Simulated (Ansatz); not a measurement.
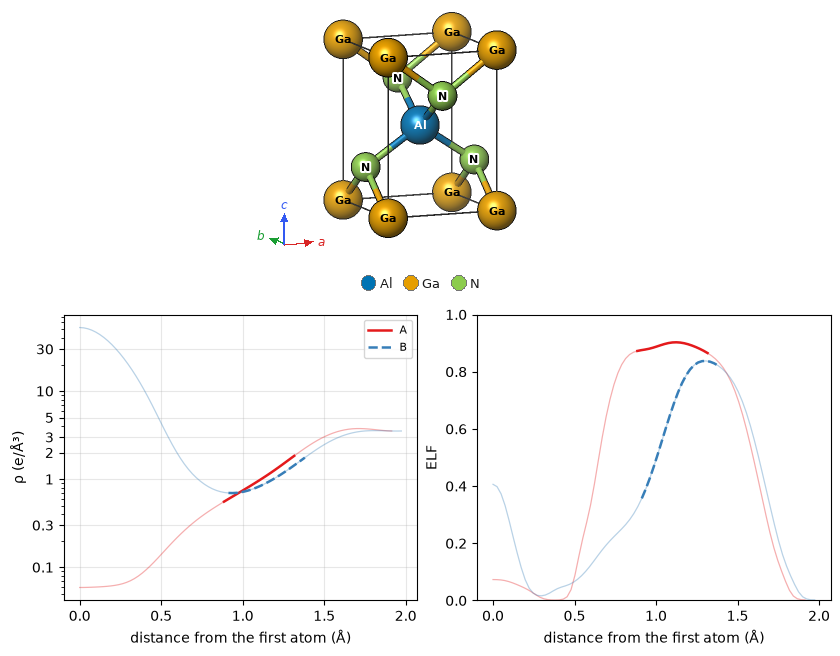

*AlGaN2. Valence electron density and ELF along straight lines between neighbouring atoms. Thin, pale parts lie inside the atomic spheres. The structure is drawn too.*

Space group P-4m2; a structure from a database of computed crystals, not necessarily the ambient phase; changed on purpose from its base cell (strain +0.0175 x Voigt [1, 1, 0, 0, 0, 0], atoms carried along); computed pressure about −11 GPa in this cell.

All numbers below come from DFT LDA, scalar-relativistic, plane waves, PAW (Ansatz 0.2.0).

Core electrons are frozen (PAW), and the valence fields are smoothed inside the atomic spheres.

```xyz
4
Lattice="3.1958 0.0000 0.0000 0.0000 3.1958 0.0000 0.0000 0.0000 4.4238" Properties=species:S:1:pos:R:3 pbc="T T T"
Al    1.5979    1.5979    2.2119
Ga    0.0000    0.0000    0.0000
N     1.5979    0.0000    3.2659
N     0.0000    1.5979    1.1579
```

Which curve belongs to which contact (Al–N and Ga–N)? The first atom named is at distance zero.

Curve A: Al–N (1.91 Å): the density is about 0.67 e/Å³ at the midpoint; the ELF peaks at about 0.90 between the atoms; a shared but strongly polarised pair. Curve B: Ga–N (1.97 Å): the density is about 0.71 e/Å³ at the midpoint; the ELF peaks at about 0.85 in the valence shell of N, 0.7 Å from its nucleus, and is about 0.45 at the midpoint.
